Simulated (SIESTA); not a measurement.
# GaSb: 7 runs along one coordinate

System: GaSb (F-43m, 2 atoms in the cell).
Method: Kohn-Sham DFT of a periodic cell, AM05, PseudoDojo 0.4 standard, converted to PSML, no spin polarisation (SIESTA 5.4.2).

The 7 runs differ only in the geometry, by an even scaling of the cell at fixed fractional positions. The structure derives from an entry of the Crystallography Open Database.

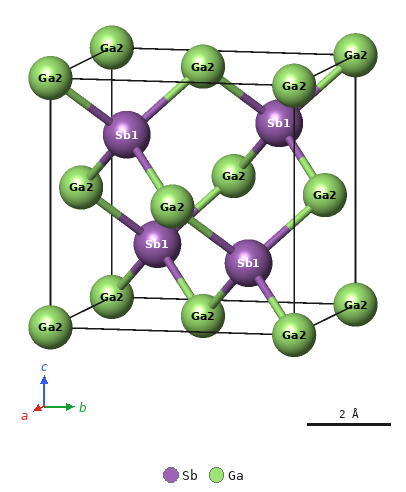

Figure 1. The structure of run 4 (ball-and-stick view of the cell 4 times as large as that of the calculation, set on its symmetry axes, seen slightly off an axis; atoms are numbered from 1 in the order of the input).

## Input of run 4
```
SystemName                      GaSb
SystemLabel                     GaSb
NumberOfSpecies                 2
NumberOfAtoms                   2
%block ChemicalSpeciesLabel
  1  51 Sb
  2  31 Ga
%endblock ChemicalSpeciesLabel

LatticeConstant                 1.0 Ang
%block LatticeVectors
     0.0000000000     3.0590000000     3.0590000000
     3.0590000000     0.0000000000     3.0590000000
     3.0590000000     3.0590000000     0.0000000000
%endblock LatticeVectors
AtomicCoordinatesFormat         Fractional
%block AtomicCoordinatesAndAtomicSpecies
     0.7500000000     0.7500000000     0.7500000000  1  Sb
     0.0000000000     0.0000000000     0.0000000000  2  Ga
%endblock AtomicCoordinatesAndAtomicSpecies

%block kgrid.MonkhorstPack
    8   0   0  0.0
    0   8   0  0.0
    0   0   8  0.0
%endblock kgrid.MonkhorstPack
XC.Functional                   GGA
XC.Authors                      AM05
PAO.BasisSize                   DZP
PAO.EnergyShift                 0.002 Ry
Mesh.Cutoff                     800 Ry
OccupationFunction              FD
ElectronicTemperature           0.05 eV
MaxSCFIterations                120
SCF.MustConverge                false
SCF.Mixer.Method                Pulay
SCF.Mixer.Weight                0.25
SCF.Mixer.History               8
SCF.DM.Tolerance                5.0e-05
SCF.H.Tolerance                 1.0e-03 eV
WriteForces                     true
Charge.Mulliken                 end
%block PAO.Basis
  Ga 4
  n=4 0 2
    6.830 0.000
  n=4 1 2
    9.500 0.000
  n=3 2 1
    3.752
  n=4 2 1
    9.500
%endblock PAO.Basis
```

Command:
```bash
siesta < GaSb.fdf > GaSb.out 2>&1
```

Run 3 differs from it as follows:
```diff
-     0.0000000000     3.0590000000     3.0590000000
-     3.0590000000     0.0000000000     3.0590000000
-     3.0590000000     3.0590000000     0.0000000000
+     0.0000000000     3.0384691801     3.0384691801
+     3.0384691801     0.0000000000     3.0384691801
+     3.0384691801     3.0384691801     0.0000000000
```

## Results, with one run withheld

| run | volume per atom (Å³) | free energy per atom, from the lowest run given (meV) | pressure (GPa) | gap on the mesh (eV) |
| --- | --- | --- | --- | --- |
| 1 | 26.907 | 32.55 | 4.93 | 0.50 |
| 2 | 27.480 | 17.62 | 3.46 | 0.33 |
| 3 | 28.052 | ? | ? | ? |
| 4 | 28.625 | 2.25 | 1.12 | 0.00 |
| 5 | 29.197 | 0.00 | 0.15 | 0.00 |
| 6 | 29.770 | 1.12 | −0.76 | 0.00 |
| 7 | 30.342 | 5.26 | −1.54 | 0.00 |

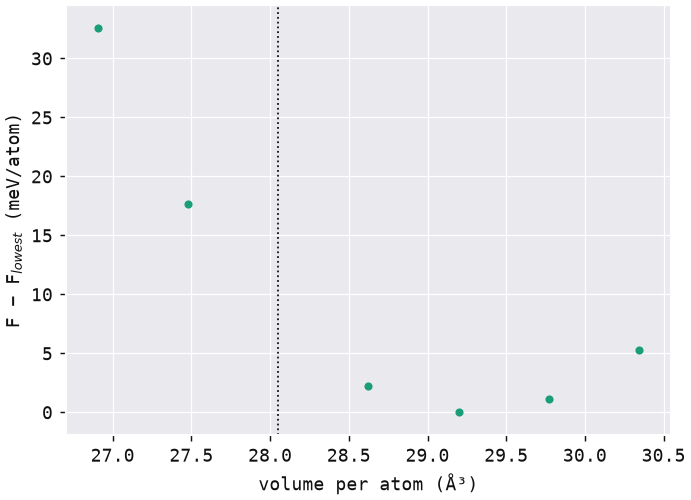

Figure 2. Free energy per atom of the runs given; the dotted line marks run 3.

Estimate the energy of run 3 from the others.

A cubic polynomial in V^(−2/3) (the Birch–Murnaghan form), fitted to the 6 runs given, misses them by at most 0.16 meV per atom. With x = V^(−2/3) − 0.10674 Å⁻², it reads F = 1.7653 + 2446.1 x + 8.7134e+05 x² + 7.7078e+06 x³ (meV per atom). At run 3 it gives 7.81 meV per atom, and the run itself gives 7.64. The slope of the fit gives a pressure −dF/dV of 2.16 GPa there, and the run prints 2.18 GPa. The fit has its minimum at 29.262 Å³ per atom, where V d²F/dV² gives 45.2 GPa: the bulk modulus at this level, since symmetry fixes the shape and the positions. The gap on the mesh lies between 0.00 eV (run 4) and 0.50 eV (run 1); run 3 has 0.17 eV. These are gaps of this functional on this mesh, which can miss the band edges; they aren't the measured gap.

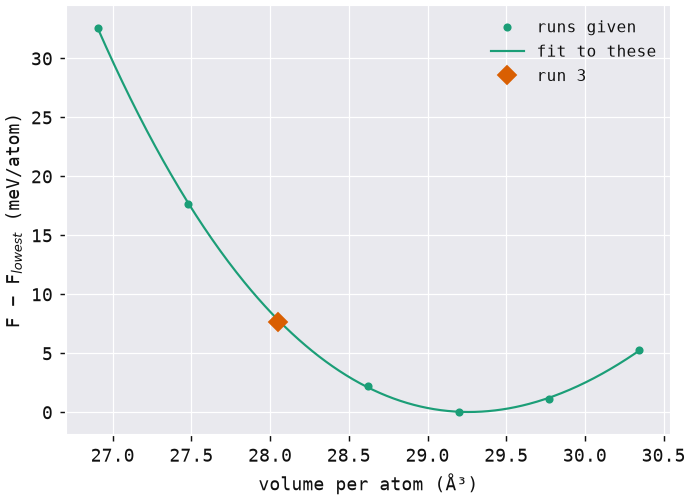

Figure 3. The fit and the withheld run.

## Some lines of the output (run 3)
```
[...]
outcell: Cell volume (Ang**3)        :     56.1041
stepf: Fermi-Dirac step function
siesta: Etot    =     -4542.276801
siesta: FreeEng =     -4542.276937
        iscf     Eharris(eV)        E_KS(eV)     FreeEng(eV)     dDmax    Ef(eV) dHmax(eV)
siesta: E_KS(eV) =            -4542.3206
siesta: E_KS - E_eggbox =     -4542.3206
siesta: Etot    =     -4542.320576
siesta: FreeEng =     -4542.320887
siesta:         Fermi =      -4.471429
siesta: Cell volume =         56.104087 Ang**3
    Orbital volume contribution        =           3.149278 eV
```

Notes on the run: xc_check: WARNING: Pseudopotential generated with GGA PBEsol functional. Points of doubt noted for this run: mulliken charges of long orbitals. With a small basis of atomic orbitals these values can differ much from converged plane-wave results.
